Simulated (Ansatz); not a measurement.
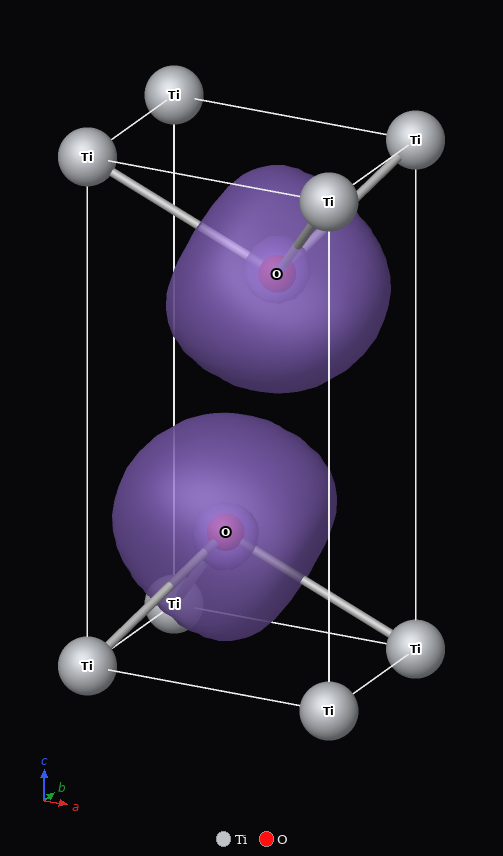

Figure. TiO2. Isosurface of the ELF at 0.6 (purple), seen slightly off an axis. Core shells and regions of very low density are left out. Sticks mark near contacts.

Space group P-3m1; a structure from a database of computed crystals, not necessarily the ambient phase; started from the ZrS2-164 prototype, which need not be the ambient phase; computed without spin polarisation.

All numbers below come from DFT, r2SCAN+rVV10, plane waves, PAW (Ansatz).

Core electrons are frozen (PAW), and the valence fields are smoothed inside the atomic spheres.

```yaml
crystal:
  lattice:
    - [2.96820, 0.00000, 0.00000]
    - [-1.48410, 2.57053, 0.00000]
    - [0.00000, 0.00000, 4.52387]
  atoms:
    - { symbol: Ti, position: [0.00000, 0.00000, 0.00000] }
    - { symbol: O, position: [0.66667, 0.33333, 0.78861] }
    - { symbol: O, position: [0.33333, 0.66667, 0.21139] }
```

**Describe the localisation domains.**

The surface consists of two regions wrapped around O (the valence shell of each), counted in one cell of 3 atoms. Any copies at cell faces, edges or corners count once. Along the contacts the grid gives the following. Ti–O (1.96 Å): the ELF peaks at about 0.80 in the valence shell of O, 0.6 Å from its nucleus, and is about 0.20 at the midpoint (no shared electron pair shows on this line).
